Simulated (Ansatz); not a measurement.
# Geometry relaxation of Co (part 1 of 3)

Co (P6₃/mmc, 4 atoms in the cell), computed with DFT PBE, scalar-relativistic, plane waves, PAW, spin-polarised (Ansatz 0.2.0).

The structure derives from a Materials Project entry. Figures and captions count atoms from 1; the log counts them from 0 in places.

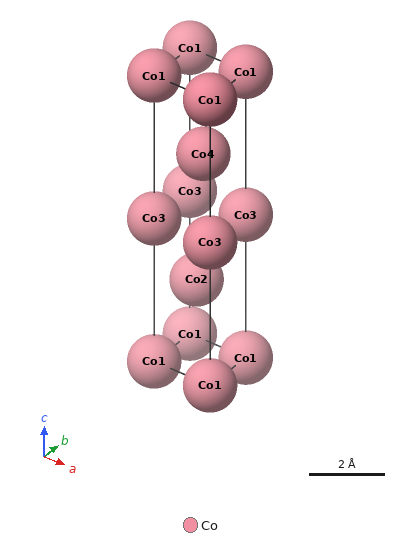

Figure 1. The input geometry (spheres-only view of the cell of the calculation, seen slightly off an axis; atoms are numbered from 1 in the order of the input).

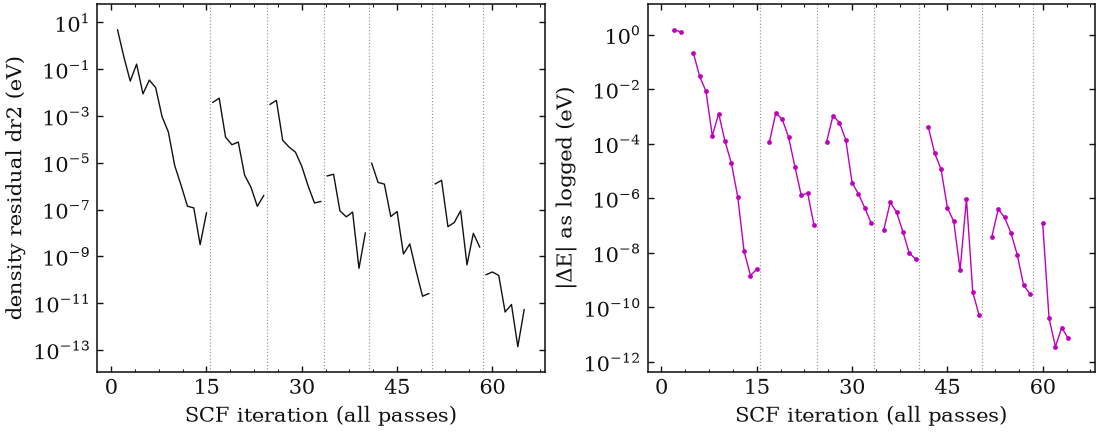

Figure 2. Convergence of the self-consistent field: density residual dr2 and size of the energy change against the SCF iteration. The dotted lines part the SCF passes of the relaxation: geometry steps, rejected trials and re-solves on a re-selected basis. The 7 passes take 7 to 15 iterations each, 65 in all.

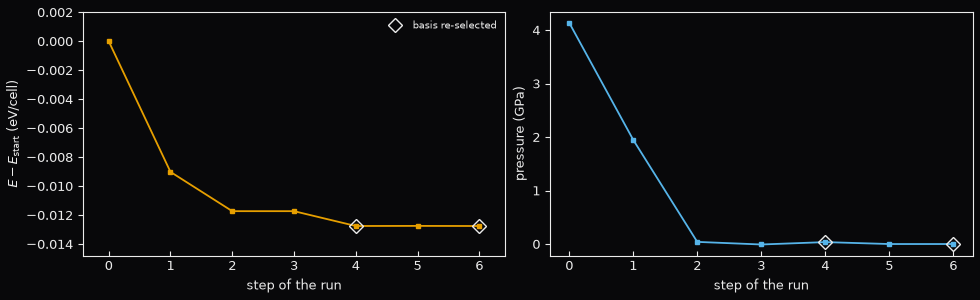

Figure 3. Progress of the relaxation, step by step (the first geometry is step 0 here and step 1 in the log).

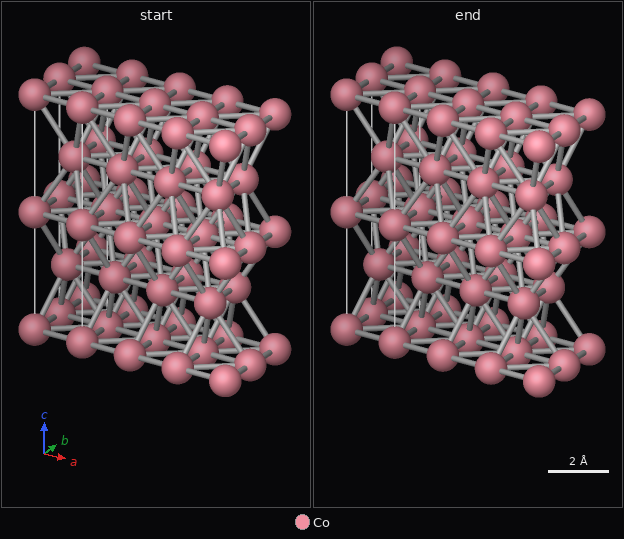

Figure 4. Before (left) and after (right) the relaxation, at one scale (ball-and-stick view of the cell of the calculation, repeated 4 × 2 × 1, seen slightly off an axis). No atom moves by more than 0.005 Å relative to the cell. The volume changes by +1.9 %, with a = b 2.471 → 2.494 Å (+1.0 %), c stays at 8.088 Å. Distances before and after: Co1–Co1 2.471 → 2.494 Å, Co1–Co2 2.475 → 2.482 Å. The space group stays P6_3/mmc (No. 194). After 4 geometry steps the energy has fallen by 12.7 meV per cell of the calculation. All forces vanish by symmetry, so only the cell relaxes. Pressure: 4.14 GPa at the start and 0.00 GPa at the end. The basis was re-selected once at an unchanged geometry, which shifts the energy a little without any move. The energy change given includes the shifts at the re-selections in mid-walk, which come without any move. A last SCF at the same geometry on a re-selected plane-wave basis shifts the energy by next to nothing (0.0 meV per cell of the calculation). (Atoms are counted from 1 in the order of the input.)

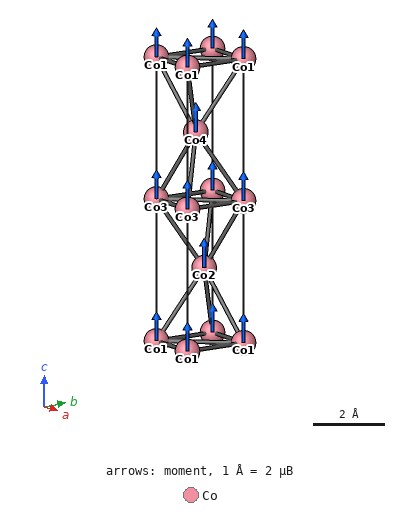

Figure 5. Magnetic moments of the sites as blue arrows (ball-and-stick view of the cell of the calculation, seen slightly off an axis; atoms are numbered from 1 in the order of the input); small moments hardly show. The run is collinear, so the axis drawn is arbitrary. Site moments: Co2, Co4 (1.73 μB); Co1, Co3 (1.71 μB). They are counted near the atoms and needn't add up to the moment of the cell.

The input that produced these results follows, with the program's output.

**The input**
```yaml
crystal:
  lattice:
    - [2.4705617809, 0.0, 0.0]
    - [-1.2352808905, 2.1395692639, 0.0]
    - [0.0, 0.0, 8.0882338]
  atoms:
    - { symbol: Co, position: [0.0, 0.0, 0.0], spin: 1.83 }
    - { symbol: Co, position: [0.33333333, 0.66666667, 0.25], spin: 1.87 }
    - { symbol: Co, position: [0.0, 0.0, 0.5], spin: 1.83 }
    - { symbol: Co, position: [0.66666667, 0.33333333, 0.75], spin: 1.87 }
basis:
  ecutwfc: 420
kpoints:
  mp_grid: { grid: [21, 21, 6] }
hamiltonian:
  xc: pbe
scf:
  occupations: { method: gaussian, width: 0.1 }
output:
  forces: true
  stress: true
  eigenvalues: true
  populations: true
magnetization:
  spin_polarized: true
relax:
  adjacent_minimum: "off"
  f_tol: 0.005
  max_steps: 80
  cell: { stress_tol: 0.05 }
```

Launched with:
```bash
ansatz run input.yaml --threads 1 --pin off --max-ram 2560MiB --backend cpu --events-out ev --progress --plain --runs-dir out
```

**The program's output**
```
Engine: ansatz 0.2.0, x86_64-unknown-linux-gnu
Pseudopotentials: kind: paw
Pseudopotential: Co, paw, valence charge 17, recommended cutoff 420 eV (normal), Co.paw.azcp
Functional definition: PBE
  parameter kappa = 0.804
  parameter beta = 0.06672455060314922
  exchange = pbe_x(kappa = kappa, mu = beta*pi^2/3)
  correlation = pbe_c(beta = beta)
Crystal: 4 atoms, lattice volume = 42.754 Å³
Basis set: ecut = 420 eV, 813 PW (Γ), exchange–correlation on 36×36×120 points (8 copies of the dense FFT grid, shifted against one another)
Bands: 46, of which v1, the nominal top of the filled ones, is band 34 counted from 1 (33 counted from 0)
Symmetry: 24 space group operations
Space group: P63/mmc (ITA 194), of the structure as read, at distance tolerance 3.5e-5 Å
Magnetic group: BNS 194.263 (UNI 1493), of the structure as read, at distance tolerance 3.5e-5 Å
k-points: 192 of 2646
Non-local potential: Co, projectors of the file, l = 0: 3, l = 1: 2, l = 2: 3, l = 3: 1
PAW form: soft (Blöchl's): semilocal exchange-correlation on the pseudo side does not see the compensation charge
PAW one-centre angular grid: Co, 590 points (default); XC on 64 Gauss nodes
Initial density: superposition of atomic densities (chi_scale 0.1, normalization cell)
Starting moments: Σ|m| = 7.4 μB on 4 of 4 sites
Initial wavefunctions: pseudopotential atomic-orbital guess
Functional: x = pbe(κ = 0.804, μ = 0.2195149727645171), c = pbe(β = 0.06672455060314922)
SCF iter   1: F=—  HF=-20503.317985 eV  |F-HF|=—  |Δ(HF+E_count)|=         —  Δρ=1.00e-1 (↑4.02e-2 ↓1.00e-1)  dr2=4.83e0  dr2_m=3.82e-1  M=6.937 μB ∫|m|=7.205 μB  β_m=0.30  ethr=3.10e-3  ⟨swp⟩=5.6  Hψ=57149  notcnv=0  defer=334
Mixer restart at iter 1: flushing history
preconditioner: auto → Kerker (q_TF=auto, 2.948 Å⁻¹)  [metal: Δε(μ)=0.001 eV  Ē_g=9.227 eV  σ=0.100 eV  W_gap=0.01  n_scr=12 (ndim 8)  ℏωp=34.1 eV  f_vac=0.000  D(μ)=3.02/eV (n_scr^D=38)]
spin=Collinear: Kerker preconditioning applied to the charge; magnetization (m = ρ↑ − ρ↓) channel mixes plain (no charge-response kernel on spin).
SCF iter   2: F=—  HF=-20501.827500 eV  |F-HF|=—  |Δ(HF+E_count)|=    1.49e0  Δρ=4.16e-2 (↑1.63e-2 ↓4.16e-2)  dr2=3.29e-1  dr2_m=2.93e-1  M=6.945 μB ∫|m|=7.290 μB  β_m=0.36  ethr=3.10e-3  ⟨swp⟩=2.3  Hψ=28791  notcnv=0  defer=1690
SCF iter   3: F=—  HF=-20503.088566 eV  |F-HF|=—  |Δ(HF+E_count)|=    1.26e0  Δρ=2.22e-2 (↑2.22e-2 ↓1.18e-2)  dr2=3.11e-2  dr2_m=9.86e-2  M=6.856 μB ∫|m|=7.303 μB  β_m=0.59  ethr=4.83e-4  ⟨swp⟩=2.1  Hψ=21541  notcnv=0  defer=1690
SCF iter   4: F=—  HF=-20504.328045 eV  |F-HF|=—  |Δ(HF+E_count)|=         —  Δρ=1.39e-2 (↑1.39e-2 ↓1.31e-2)  dr2=1.65e-1  dr2_m=3.58e-3  M=6.642 μB ∫|m|=7.192 μB  β_m=0.59  ethr=4.57e-5  ⟨swp⟩=2.0  Hψ=33794  notcnv=0  defer=1698
Mixer restart at iter 4: flushing history
SCF iter   5: F=—  HF=-20504.545359 eV  |F-HF|=—  |Δ(HF+E_count)|=   2.17e-1  Δρ=4.42e-3 (↑3.86e-3 ↓4.42e-3)  dr2=8.84e-3  dr2_m=3.86e-3  M=6.565 μB ∫|m|=7.145 μB  β_m=0.63  ethr=4.57e-5  ⟨swp⟩=2.0  Hψ=34184  notcnv=0  defer=1696
SCF iter   6: F=—  HF=-20504.575168 eV  |F-HF|=—  |Δ(HF+E_count)|=   2.98e-2  Δρ=6.57e-3 (↑4.23e-3 ↓6.57e-3)  dr2=3.42e-2  dr2_m=1.10e-3  M=6.538 μB ∫|m|=7.133 μB  β_m=0.74  ethr=1.30e-5  ⟨swp⟩=2.2  Hψ=31338  notcnv=0  defer=1702
SCF iter   7: F=—  HF=-20504.583543 eV  |F-HF|=—  |Δ(HF+E_count)|=   8.37e-3  Δρ=4.68e-3 (↑4.68e-3 ↓4.56e-3)  dr2=1.63e-2  dr2_m=3.27e-5  M=6.487 μB ∫|m|=7.103 μB  β_m=0.84  ethr=1.30e-5  ⟨swp⟩=2.0  Hψ=33584  notcnv=0  defer=1718
SCF iter   8: F=—  HF=-20504.583737 eV  |F-HF|=—  |Δ(HF+E_count)|=   1.94e-4  Δρ=1.51e-3 (↑1.51e-3 ↓1.00e-3)  dr2=9.46e-4  dr2_m=4.18e-5  M=6.495 μB ∫|m|=7.111 μB  β_m=0.92  ethr=1.30e-5  ⟨swp⟩=2.0  Hψ=26824  notcnv=0  defer=1694
SCF iter   9: F=—  HF=-20504.585007 eV  |F-HF|=—  |Δ(HF+E_count)|=   1.27e-3  Δρ=5.15e-4 (↑5.15e-4 ↓5.03e-4)  dr2=2.05e-4  dr2_m=7.02e-6  M=6.501 μB ∫|m|=7.115 μB  β_m=0.64  ethr=1.39e-6  ⟨swp⟩=2.0  Hψ=30846  notcnv=0  defer=1696
SCF iter  10: F=—  HF=-20504.585128 eV  |F-HF|=—  |Δ(HF+E_count)|=   1.21e-4  Δρ=1.12e-4 (↑1.12e-4 ↓8.86e-5)  dr2=7.49e-6  dr2_m=3.65e-7  M=6.503 μB ∫|m|=7.116 μB  β_m=0.79  ethr=3.02e-7  ⟨swp⟩=2.0  Hψ=23959  notcnv=0  defer=1703
SCF iter  11: F=—  HF=-20504.585147 eV  |F-HF|=—  |Δ(HF+E_count)|=   1.92e-5  Δρ=3.78e-5 (↑2.91e-5 ↓3.78e-5)  dr2=1.09e-6  dr2_m=3.94e-8  M=6.504 μB ∫|m|=7.117 μB  β_m=0.89  ethr=1.10e-8  ⟨swp⟩=2.0  Hψ=30433  notcnv=0  defer=1704
SCF iter  12: F=—  HF=-20504.585148 eV  |F-HF|=—  |Δ(HF+E_count)|=   1.13e-6  Δρ=1.97e-5 (↑5.45e-6 ↓1.97e-5)  dr2=1.39e-7  dr2_m=2.96e-8  M=6.504 μB ∫|m|=7.117 μB  β_m=0.82  ethr=1.61e-9  ⟨swp⟩=2.0  Hψ=27222  notcnv=0  defer=1704
SCF iter  13: F=—  HF=-20504.585148 eV  |F-HF|=—  |Δ(HF+E_count)|=   1.15e-8  Δρ=1.56e-5 (↑3.67e-6 ↓1.56e-5)  dr2=1.17e-7  dr2_m=1.53e-8  M=6.504 μB ∫|m|=7.117 μB  β_m=0.91  ethr=2.04e-10  ⟨swp⟩=1.0  Hψ=17672  notcnv=0  defer=1704
SCF iter  14: F=—  HF=-20504.585148 eV  |F-HF|=—  |Δ(HF+E_count)|=   1.47e-9  Δρ=1.49e-6 (↑7.46e-7 ↓1.49e-6)  dr2=3.14e-9  dr2_m=7.48e-11  M=6.504 μB ∫|m|=7.117 μB  β_m=0.95  ethr=1.71e-10  ⟨swp⟩=1.7  Hψ=20403  notcnv=0  defer=1704
SCF iter  15: F=-20504.585148 eV  HF=-20504.585148 eV  |F-HF|=6.44e-8  |Δ(HF+E_count)|=   2.52e-9  Δρ=1.12e-5 (↑2.36e-6 ↓1.12e-5)  dr2=7.22e-8  dr2_m=7.76e-9  M=6.504 μB ∫|m|=7.117 μB  ethr=4.62e-12  ⟨swp⟩=6.3  Hψ=63519  notcnv=0
SCF 1 converged in 15 iterations: F = -20504.585148 eV  dr2 = 7.22e-8
  greatest PAW one-centre occupation: 1.001 electrons in one spin orbital (limit 2), on the Co atom at site 0 (counted from 0), in its partial waves of l = 1
relax step   1: F+E_penalty+E_count = -20504.58514805 eV  Δ(F+E_penalty+E_count) = +0.000e0 eV  max|allowed force component| = 3.354e-17 eV/Å  Δτ_max = 0.0000 Å  P = +4.137 GPa  Ω = 42.754 Å³  (15 SCF iters, dr2 threshold 1.00e-7 eV, accepted)
Crystal: 4 atoms, lattice volume = 43.172 Å³
Initial density: handed on by an earlier stage of this run
Starting moments: Σ|m| = 7.4 μB on 4 of 4 sites; this step starts from the density that it was given
Initial wavefunctions: those handed on with the density
iter 1 solved again at ethr=5.62e-6 eV; its pass at ethr=3.10e-3 eV (dr2=3.82e-3 eV) is discarded
```
